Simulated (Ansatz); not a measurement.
# GaN (F-43m): refractive index against wavelength

The refractive index of GaN (F-43m) below the direct gap (1.72 eV on the mesh) is read from one computed spectrum, n = √(Re ε).

It takes space group F-43m (No. 216, cubic). Conventional cell: a = 4.507 Å, b = 4.507 Å, c = 4.507 Å, α = 90.00°, β = 90.00°, γ = 90.00°. Around Ga on site a lie 4 N at 1.95 Å. Around N on site d lie 4 Ga at 1.95 Å.

Method: Ansatz 0.2.0, PBE, independent particles, k-mesh 14×14×14 with interpolation inside its cells, Gaussian parameter 0.1 eV.

Launch of the response step: `ansatz run input.yaml --threads 4 --pin off --max-ram 8192MiB --backend cpu --events-out ev --progress --plain --runs-dir out`. The run took 6 s, on 4 threads of Intel(R) Xeon(R) Platinum 8375C CPU @ 2.90GHz (Ice Lake) (shared host).

| wavelength (nm) | photon energy E (eV) | n |
| --- | --- | --- |
| 3000 | 0.413 | 2.4747 |
| 2000 | 0.620 | 2.4829 |
| 1550 | 0.800 | 2.4933 |
| 1310 | 0.946 | 2.5044 |
| 1064 | 1.165 | ? |

In the single-oscillator model n² − 1 = E₀E_d/(E₀² − E²), so 1/(n² − 1) = E₀/E_d − E²/(E₀E_d) is linear in E².

Working, on the rows shown:

| x = E² (eV²) | y = 1/(n² − 1) |
| --- | --- |
| 0.170801 | 0.195155 |
| 0.384302 | 0.193619 |
| 0.639837 | 0.191698 |
| 0.895757 | 0.189681 |

Means: x̄ = 0.52267, ȳ = 0.19254. Σ(x − x̄)(y − ȳ) = -0.002235, Σ(x − x̄)² = 0.2959. Slope = -0.002235 / 0.2959 = -0.007553; intercept = ȳ − slope · x̄ = 0.19649. Turned back into n, the line misses the rows shown by at most 0.00024.

Problem. What does the fit predict for the withheld row, and how well does it do?

Solution. At x = 1.3578 the line gives y = 0.18623, that is 2.5238. The run gave 2.5270, so the extrapolation is off by 0.0032, 6 % of the range in the table. Beyond its data the fit drifts from the curve.

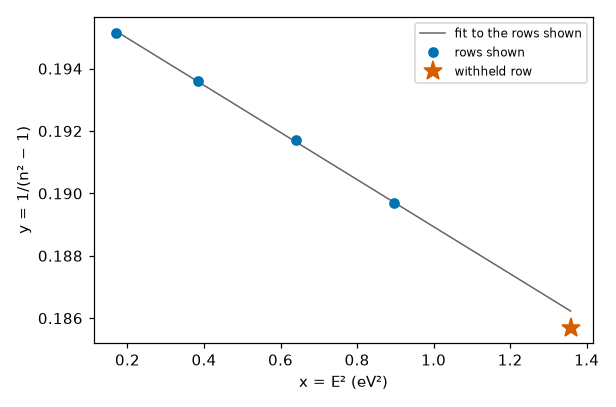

Refitted with all rows, the slope is -0.007986 and the intercept 0.19667. These give E₀ = √(intercept/−slope) = 4.96 eV and E_d = E₀/intercept = 25.2 eV; E₀ is 2.9 times the direct gap. The electronic limit at long wavelengths, without lattice vibrations, is n = √(1 + 1/intercept) = 2.467. Excitons are left out and so are local fields; PBE gaps are as a rule too small. Spin-orbit coupling is left out.
